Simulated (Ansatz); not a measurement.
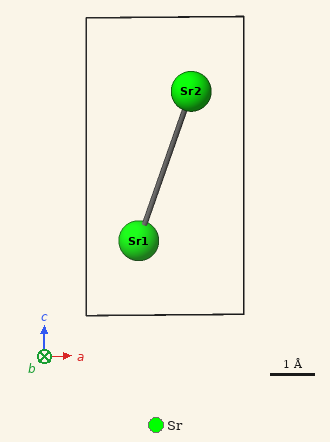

*The structure as given in the input (ball-and-stick view of the cell of the calculation, along the b axis; atoms are numbered from 1 in the order of the input). An atom can appear more than once, as a periodic image.*

## Geometry relaxation, with input and output: Sr

System: Sr (2 atoms in the cell).
Method: DFT PBEsol, scalar-relativistic, plane waves, PAW, no spin polarisation (Ansatz 0.2.0).

The structure derives from an entry of the Crystallography Open Database. It belongs to a series of runs on one base structure; here: shear of c along a, cell held, atoms relaxed: +1.0 %. Figures and captions count atoms from 1; the log counts them from 0 in places.

**Input file**
```yaml
crystal:
  lattice:
    - [4.1945373725, 0.0, 0.0]
    - [-2.0972686862, 3.6325759217, 0.0]
    - [0.0687852529, 0.0, 6.8785252927]
  atoms:
    - { symbol: Sr, position: [0.3333333333, 0.6666666667, 0.25] }
    - { symbol: Sr, position: [0.6666666667, 0.3333333333, 0.75] }
basis:
  ecutwfc: 420
kpoints:
  mp_grid: { grid: [12, 12, 8] }
hamiltonian:
  xc: pbesol
scf:
  occupations: { method: gaussian, width: 0.1 }
output:
  forces: true
  stress: true
  eigenvalues: true
relax:
  adjacent_minimum: "off"
  f_tol: 0.008
  max_steps: 40
```

Hardware: 1 thread of Arm Neoverse V1, 24 GiB of memory available, shared host.

Launched with:
```bash
ansatz run input.yaml --threads 1 --pin off --max-ram 2560MiB --backend cpu --events-out ev --progress --plain --runs-dir out
```

**The program's output**
```
Warning: output.stress: scf.convergence.dr2_threshold = 6.4e-8 eV (the default of a walk held to its f_tol) is looser than the 2e-10 eV advised for a printed stress (1e-10 eV for each atom of the cell: 2). What an SCF threshold leaves in a stress goes as its square root, and in the free energy as the threshold itself, and one threshold admits the most on a small cell: of the crystals measured, under no hybrid functional and no lock of the moments, on runs that ended without the residual-converged pass, on stresses that held no estimate of that error, the worst erred by over 100 MPa in a component at 1e-7 eV an atom and by under 5 at 1e-10. Every solve of this run answers to scf.convergence.dr2_threshold, and the tensor of one is reported: a single SCF on the reported geometry and on this run's grids (its basis.xc_grid and basis.ecutrho_ratio typed), with scf.convergence.dr2_threshold at 2e-10 eV or tighter, prints it and tightens no other solve. Else set scf.convergence.dr2_threshold to 2e-10 eV or tighter. The threshold is an SCF's pass mark: one that does not reach it within its budget of iterations ends unconverged, or closes short of it on a stop that the run arms, and scf.convergence.dr2_threshold's page says what that costs each kind of run
Engine: ansatz 0.2.0, aarch64-unknown-linux-gnu
Pseudopotentials: kind: paw
Pseudopotential: Sr, paw, valence charge 10, recommended cutoff 420 eV (normal), Sr.paw.azcp
Functional definition: PBEsol
  exchange = pbesol_x
  correlation = pbesol_c
Crystal: 2 atoms, lattice volume = 104.808 Å³
Basis set: ecut = 420 eV, 2009 PW (Γ), exchange–correlation on 60×60×96 points (8 copies of the dense FFT grid, shifted against one another)
Bands: 14, of which v1, the nominal top of the filled ones, is band 10 counted from 1 (9 counted from 0)
Symmetry: 4 space group operations
Space group: C2/c (ITA 15), of the structure as read, at distance tolerance 4.7e-5 Å
k-points: 320 of 1152
Non-local potential: Sr, projectors of the file, l = 0: 3, l = 1: 2, l = 2: 2
PAW form: soft (Blöchl's): semilocal exchange-correlation on the pseudo side does not see the compensation charge
PAW frozen core: Sr, regenerated for the run's functional, and the local potential with it (the file was generated under x = pbe(κ = 0.804, μ = 0.2195149727645171), c = pbe(β = 0.06672455060314922))
PAW one-centre angular grid: Sr, 110 points (default); XC on 64 Gauss nodes
Initial density: superposition of atomic densities (neutral atoms: chi_scale 0, normalization atom), corrected by the library's trained network
Initial wavefunctions: pseudopotential atomic-orbital guess
Functional: x = pbesol(κ = 0.804, μ = 0.12345679012345678), c = pbesol(β = 0.046)
SCF iter   1: F=—  HF=-6984.424862 eV  |F-HF|=—  |Δ(HF+E_count)|=         —  Δρ=2.05e-3  dr2=8.27e-3  ethr=1.77e-3  ⟨swp⟩=9.0  Hψ=33839  notcnv=0
preconditioner: auto → Kerker (q_TF=auto, 2.070 Å⁻¹)  [metal: Δε(μ)=0.008 eV  Ē_g=2.360 eV  σ=0.100 eV  W_gap=0.05  n_scr=22 (ndim 8)  ℏωp=7.3 eV  f_vac=0.000  D(μ)=2.27/eV (n_scr^D=22)]
SCF iter   2: F=—  HF=-6984.424856 eV  |F-HF|=—  |Δ(HF+E_count)|=   5.14e-6  Δρ=1.29e-3  dr2=4.19e-3  ethr=4.13e-5  ⟨swp⟩=2.2  Hψ=9011  notcnv=0
SCF iter   3: F=—  HF=-6984.423963 eV  |F-HF|=—  |Δ(HF+E_count)|=   8.93e-4  Δρ=2.50e-4  dr2=1.38e-4  ethr=2.10e-5  ⟨swp⟩=1.2  Hψ=4554  notcnv=0
SCF iter   4: F=—  HF=-6984.423930 eV  |F-HF|=—  |Δ(HF+E_count)|=   3.37e-5  Δρ=5.84e-5  dr2=2.43e-6  ethr=6.90e-7  ⟨swp⟩=2.3  Hψ=5705  notcnv=0
iter 5 did not close the SCF: its close was put off for the readings that it lacked (scf_convergence_deferred on its scf_iter line)
SCF iter   5: F=-6984.423931 eV  HF=-6984.423931 eV  |F-HF|=1.38e-8  |Δ(HF+E_count)|=   1.38e-6  Δρ=1.15e-5  dr2=1.76e-7  ethr=1.22e-8  ⟨swp⟩=2.6  Hψ=7936  notcnv=0
SCF iter   6: F=-6984.423931 eV  HF=-6984.423931 eV  |F-HF|=9.82e-10  |Δ(HF+E_count)|=   3.29e-8  Δρ=3.31e-6  dr2=1.02e-8  ethr=8.81e-10  ⟨swp⟩=4.1  Hψ=23775  notcnv=0
SCF 1 converged in 6 iterations: F = -6984.423931 eV  dr2 = 1.02e-8
  greatest PAW one-centre occupation: 0.988 electrons in one spin orbital (limit 2), on the Sr atom at site 1 (counted from 0), in its partial waves of l = 0
relax step   1: F+E_penalty+E_count = -6984.42393108 eV  Δ(F+E_penalty+E_count) = +0.000e0 eV  max|allowed force component| = 3.619e-4 eV/Å  Δτ_max = 0.0000 Å  (6 SCF iters, dr2 threshold 1.60e-6 eV, accepted)
Initial density: handed on by an earlier stage of this run
Initial wavefunctions: those handed on with the density
iter 1 solved again at ethr=5.12e-11 eV; its pass at ethr=3.10e-3 eV (dr2=1.02e-8 eV) is discarded
SCF iter   1: F=—  HF=-6984.423939 eV  |F-HF|=—  |Δ(HF+E_count)|=         —  Δρ=3.31e-6  dr2=1.02e-8  ethr=5.12e-11  ⟨swp⟩=1.0  Hψ=16744  notcnv=0
preconditioner: auto → Kerker (q_TF=auto, 2.070 Å⁻¹)  [metal: Δε(μ)=0.010 eV  Ē_g=2.353 eV  σ=0.100 eV  W_gap=0.06  n_scr=22 (ndim 8)  ℏωp=7.3 eV  f_vac=0.000  D(μ)=2.30/eV (n_scr^D=22)]
SCF iter   2: F=-6984.423931 eV  HF=-6984.423931 eV  |F-HF|=6.14e-10  |Δ(HF+E_count)|=   7.74e-6  Δρ=2.04e-6  dr2=5.02e-9  ethr=5.11e-11  ⟨swp⟩=3.0  Hψ=12219  notcnv=0
SCF 2 converged in 2 iterations: F = -6984.423931 eV  dr2 = 5.02e-9
relax step   2: F+E_penalty+E_count = -6984.42393108 eV  Δ(F+E_penalty+E_count) = -2.401e-10 eV  max|allowed force component| = 3.624e-4 eV/Å  Δτ_max = 0.0000 Å  (2 SCF iters, accepted)
SCF converged after 2 iterations
Free energy (F): -6984.423931 eV
Harris-Foulkes:  -6984.423931 eV  (|F-HF|=6.14e-10)
Internal energy: -6984.412434 eV  (E = F + TS)
E sigma→0 (E₀):  -6984.418183 eV
Entropy (-TS):   -0.011497 eV (-5.749 meV/atom)
Fermi energy:    5.344719 eV
--- Per-component energies (eV) ---
  E_band       = -265.150727
  E_kinetic    = 483.435947
  E_local      = -1517.950117  (includes V_loc(G=0)·N_el)
  E_nonlocal   = 408.704659
  E_hartree    = 380.788672
  E_xc         = -339.144070
  E_vxc        = -317.467237  (∫ρ·V_xc dr)
  E_paw        = -5289.166262  (= ΣΔE_a)
  E_vpaw       = -83.452223  (= ΣTr[D̂ρ^β])
  E_aug_tail   = -0.000003  (compensation charges beyond the density's cutoff)
  E_ewald      = -1111.349955
  E_core_change = 0.268695  (= ΣΔE_core)
  E_smearing   = -0.011497  (= −TS)
  E_closure    = -0.000000  (closes the sum)
  Σ components = -6984.423931   (vs F -6984.423931, Δ=0.00e0)
--- Forces (eV/Å), atoms counted from 1 ---
  atom   1  Sr     0.00000000     0.00036235     0.00000000
  atom   2  Sr    -0.00000000    -0.00036235     0.00000000
  max |Σ_I F_I| component: 0.00e0 eV/Å
--- Stress (GPa, compression-positive) ---
        0.001000       0.000000      -0.066329
        0.000000       0.001832       0.000000
       -0.066329       0.000000      -0.024647
  P = ⅓ Tr σ = -0.0073 GPa (-0.073 kbar)
--- Band table (eV; the first three rows and the last of 320) ---
  k-point 0: bands = ["-31.0995", "-31.0820", "-13.2245", "-13.0229", "-13.0228", "-12.9915", "-12.9915", "-12.9902", "1.5868", "4.1393", "5.4344", "7.6523", "7.6746", "7.6747"]
  k-point 1: bands = ["-31.0988", "-31.0827", "-13.2159", "-13.0217", "-13.0217", "-12.9994", "-12.9927", "-12.9927", "1.6527", "3.9485", "5.5733", "7.5621", "7.6508", "7.6534"]
  k-point 2: bands = ["-31.0969", "-31.0846", "-13.1912", "-13.0256", "-13.0184", "-13.0183", "-12.9961", "-12.9961", "1.8468", "3.5250", "5.8705", "7.3207", "7.6153", "7.6172"]
  k-point 319: bands = ["-31.0815", "-31.0759", "-13.1686", "-13.1652", "-13.1079", "-13.1020", "-13.0652", "-13.0379", "3.9944", "5.3859", "5.5763", "5.6218", "6.8202", "6.9122"]
--- Relaxed structure (2 steps of the walk, 2 accepted, 0 SCFs on fresh bases) ---
  F+E_penalty+E_count = -6984.42393108 eV   max|allowed force component| = 3.624e-4 eV/Å
  atoms:
    - { symbol: Sr, position: [0.3333333333499999, 0.6666666667, 0.25] }
    - { symbol: Sr, position: [0.66666666665, 0.3333333333, 0.75] }
```

**Trajectory as extended XYZ (Å, eV, eV/Å), 2 frames, from step=1 to step=2**
```
2
Lattice="4.1945 0.0000 0.0000 -2.0973 3.6326 0.0000 0.0688 0.0000 6.8785" Properties=species:S:1:pos:R:3:forces:R:3 step=1 energy=-6984.42393
Sr    0.0172    2.4217    1.7196    0.0000   0.0004   0.0000
Sr    2.1489    1.2109    5.1589    0.0000  -0.0004   0.0000
2
Lattice="4.1945 0.0000 0.0000 -2.0973 3.6326 0.0000 0.0688 0.0000 6.8785" Properties=species:S:1:pos:R:3:forces:R:3 step=2 energy=-6984.42393
Sr    0.0172    2.4217    1.7196    0.0000   0.0004   0.0000
Sr    2.1489    1.2109    5.1589    0.0000  -0.0004   0.0000
```

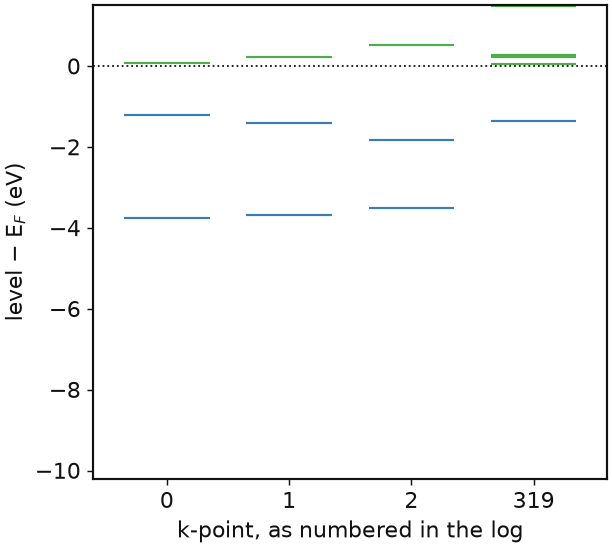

*Kohn–Sham levels near the Fermi level (dotted) at the few k-points that the log prints; levels within 0.02 eV of each other stand side by side.*

The system is metallic on the full mesh.

**Key numbers**

| quantity | value |
| --- | --- |
| outcome | converged |
| space group (tolerance 0.01 Å) | C2/c (15) |
| electrons treated | 20 |
| free energy | −6984.4239 eV |
| Fermi energy | 5.345 eV |
| gap on the k-point mesh | none (metallic) |
| pressure | −0.01 GPa |
| final volume | 104.81 Å³ |
| largest force (length of the vector) at the end | under 0.001 eV/Å |
| final cell | a = 4.195 Å, b = 4.195 Å, c = 6.879 Å, α = 90.29°, β = 89.43°, γ = 120.00° |
| wall time | 44 s |
| peak memory | 0.65 GiB |

**Remarks**

Warnings of the run: the SCF threshold is looser than advised for the printed stress.
